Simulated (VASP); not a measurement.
```
Sn
1.0
    10.34093    0.00000    0.00000
     0.00000    4.52540    0.00000
    -1.63311    0.00000    4.88674
Sn
8
Direct
  0.00000 0.50000 0.00000
  0.50000 0.00000 0.00000
  0.00000 0.00000 0.50000
  0.50000 0.50000 0.50000
  0.24727 0.00000 0.24464
  0.74727 0.50000 0.24464
  0.25273 0.50000 0.75536
  0.75273 0.00000 0.75536
```

Space group C2/m; a structure from a database of computed crystals, not necessarily the ambient phase; computed pressure about −3 GPa in this cell.

All numbers below come from Kohn-Sham DFT of a periodic cell, PBEsol, VASP PAW PBE potentials, recommended (VASP 6.6.1).

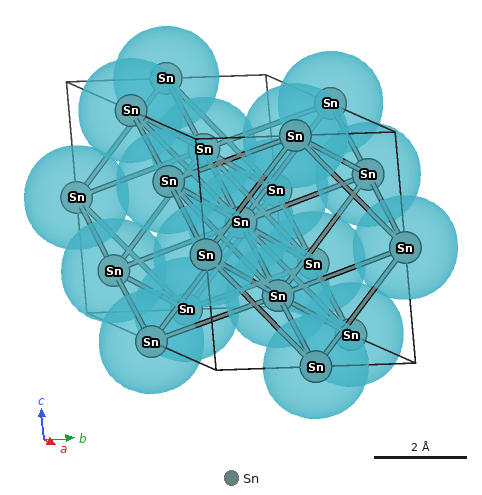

Sn. Isosurface of the valence charge density (pseudo) at 0.3 e/Å³ (cyan), seen slightly off an axis. Sticks mark near contacts.

In a PAW calculation such maps are meaningful between the atoms, not at the nuclei.

> Which contacts does the surface bridge?

At this value the density breaks into separate islands; it holds about 80 % of the electrons treated as valence. It bridges none of the near contacts. It is pinched off along the shortest Sn–Sn (3.23 Å), Sn–Sn (3.35 Å), Sn–Sn (3.39 Å) and Sn–Sn (3.46 Å) contacts. On the grid the lowest density along these lines, outside the cores, is 0.17 e/Å³ (Sn–Sn, 3.23 Å), 0.15 e/Å³ (Sn–Sn, 3.35 Å), 0.14 e/Å³ (Sn–Sn, 3.39 Å) and 0.13 e/Å³ (Sn–Sn, 3.46 Å).
